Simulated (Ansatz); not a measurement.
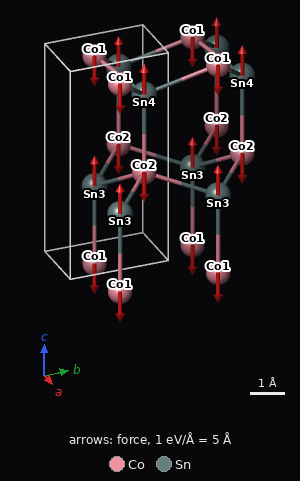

Starting geometry of solid CoSn (a generated structure, set up in P6_3mc) (coarse preliminary run) with the computed forces as red arrows. The picture is a ball-and-stick view of the cell of the calculation, repeated 2 × 2 × 1 with one cell outlined, seen slightly off an axis.

Computed with Ansatz 0.2.0, DFT PBE, scalar-relativistic, plane waves, PAW.

The input:
```yaml
crystal:
  lattice:
    - [3.88349254, 0.0, 0.0]
    - [-1.94174627, 3.36320319, 0.0]
    - [0.0, 0.0, 6.33790324]
  atoms:
    - { symbol: Co, position: [0.66666667, 0.33333333, 0.0], spin: 3.0 }
    - { symbol: Co, position: [0.33333333, 0.66666667, 0.5], spin: 3.0 }
    - { symbol: Sn, position: [0.66666667, 0.33333333, 0.375] }
    - { symbol: Sn, position: [0.33333333, 0.66666667, 0.875] }
basis:
  ecutwfc: 420
kpoints:
  mp_grid: { grid: [6, 6, 4] }
hamiltonian:
  xc: pbe
scf:
  occupations: { method: gaussian, width: 0.1 }
  lower_state_search: "off"
output:
  forces: true
  stress: true
  eigenvalues: true
  populations: true
magnetization:
  spin_polarized: true
relax:
  adjacent_minimum: "off"
  f_tol: 0.04
  max_steps: 70
  cell: { stress_tol: 0.4 }
```

Command:
```bash
ansatz run input.yaml --threads 1 --pin off --max-ram 2560MiB --backend cpu --events-out ev --progress --plain --runs-dir out
```

Is this structure relaxed? If not, where do the atoms go?

It isn't relaxed: the largest force vector, on Co atoms, is 0.19 eV/Å. The atoms end up moving mostly along the starting forces (cosine between the two patterns 1.00). After 9 accepted moves (12 points after the start) the energy has fallen by 398 meV per atom. Largest force component: 0.19 eV/Å at the start, 0.00017 eV/Å at the end. Pressure: 12.09 GPa at the start and 0.27 GPa at the end. The line search rejected the trial step at point 7 of the run. At 2 points the geometry stayed and the basis and grid were re-selected for the new cell (energy shift of 14.9 meV per atom at most each time). The largest moves relative to the cell, 0.31 Å, are those of Co1, Co2, Sn3 and Sn4. Sn4 goes along +c. By element the largest moves are Sn 0.31 Å, Co 0.31 Å. The volume changes by +1.3 %, with a = b 3.883 → 4.389 Å (+13.0 %), c 6.338 → 5.029 Å (−20.7 %). Some distances before and after: Co1–Sn3 3.961 → 2.514 Å, Co1–Sn4 2.378 → 2.534 Å, Co1–Sn3 (another image) 2.377 → 2.514 Å. New bonds form: Co1–Sn3 (3.96 → 2.51 Å), Co2–Sn4 (3.96 → 2.51 Å). Bond angles that change, for instance: Sn3–Co1–Sn4 109.5° → 90.0°, Co1–Sn3–Co2 109.5° → 90.0°, Co2–Sn3–Co2 109.5° → 120.0°. The space group (tolerance 0.01 Å) goes from P6_3mc (No. 186) to P6_3/mmc (No. 194). The program noted that the starting moments weren't kept. The run may lie on a higher electronic state than the lowest, so the end point isn't shown to be the ground-state structure. Cost: 11 min on 1 thread of Intel(R) Xeon(R) Processor @ 2.50GHz (Skylake/Cascade Lake), on a shared host, peak memory 0.44 GiB.
